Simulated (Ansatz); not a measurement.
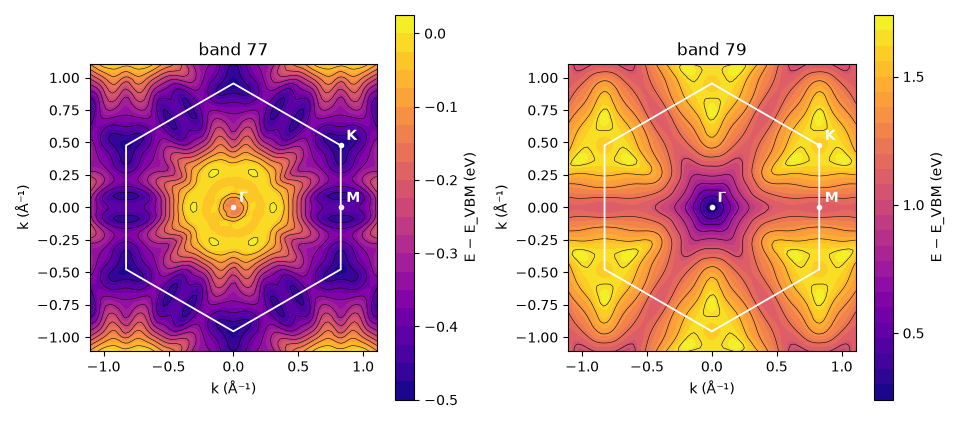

Two bands of one free-standing Bi₂Te₃ layer cut from the bulk crystal (space group of the slab cell P-3m1) over the plane of the sheet: the highest mostly filled and the lowest mostly empty one.

Computed with DFT PBE, spin-orbit coupling, plane waves, PAW; levels and slopes on a k mesh at the converged density (Ansatz 0.2.0). Non-magnetic. With an inversion centre and no moment every band is doubly degenerate; a pair is shown and named once. k mesh for the levels: 24×24×1. Cell and positions as given, without relaxation.

Q: Give both levels and their distance at the named points.

A:
| point | lower band (eV) | upper band (eV) | distance (eV) |
| --- | --- | --- | --- |
| Γ | −0.12 | 0.23 | 0.35 |
| K | −0.50 | 1.60 | 2.10 |
| M | −0.41 | 1.10 | 1.51 |

Q: Where are the band edges of the whole zone?

A: The valence band has six equivalent maxima on the Γ–M line, principal masses 0.46 and 0.80 mₑ; the conduction band has one minimum at Γ, mass 0.077 mₑ in all directions. The gap is indirect, 0.23 eV at this level of theory (semilocal functionals give gaps that are too small, and can reorder valleys that lie close). Another valley lies within 0.05 eV of an edge, so the kind of gap can change with the cell or the functional.
